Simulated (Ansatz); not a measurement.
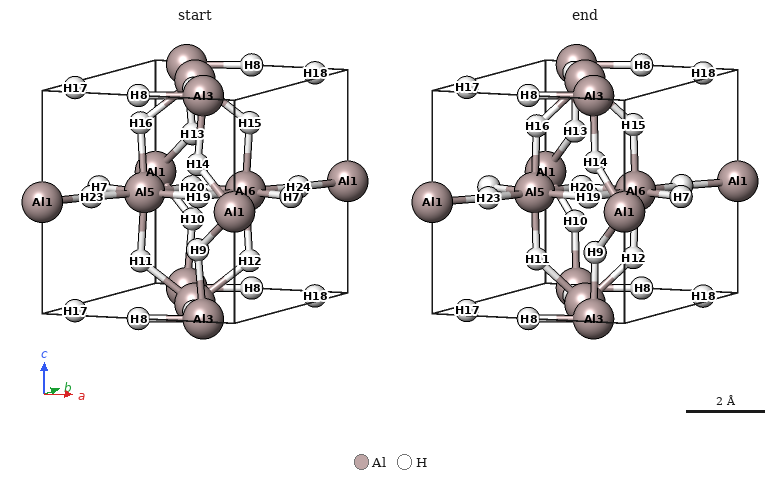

The structure of crystalline AlH3 (set up in Pnnm) before (left) and after (right) a relaxation, at one scale.

A ball-and-stick model of the cell of the calculation, seen slightly off an axis.

Level of theory: DFT, r2SCAN, plane-wave PAW, default files, scalar-relativistic (Ansatz). (plane-wave cutoff 500 eV; k-point mesh 5 × 4 × 5; occupations fermi dirac; smearing width 0.01 eV; no spin polarisation; atoms relaxed in a fixed cell; force threshold 0.02 eV/Å; at most 60 steps)

**What changed between the two?**

The energy falls by 40.0 meV per atom in 3 accepted moves (4 points after the start). The largest force component goes from 0.77 to 0.019 eV/Å. 1 step only repeated the SCF at the same geometry. The largest moves, 0.32 Å, are those of H atoms. By element the largest moves are H 0.32 Å, Al 0.01 Å. The lattice vectors keep their values. Among the contacts that change: Al–H 1.784 → 1.711 Å, Al–H 1.707 → 1.755 Å, Al–H 1.681 → 1.714 Å, Al–H 1.769 → 1.738 Å. Among the angles between lasting bonds that change: H–Al–H 110.2° → 98.4°, H–Al–H 80.3° → 91.1°, Al–H–Al 124.9° → 134.9°. The space group stays Pnnm (No. 58).
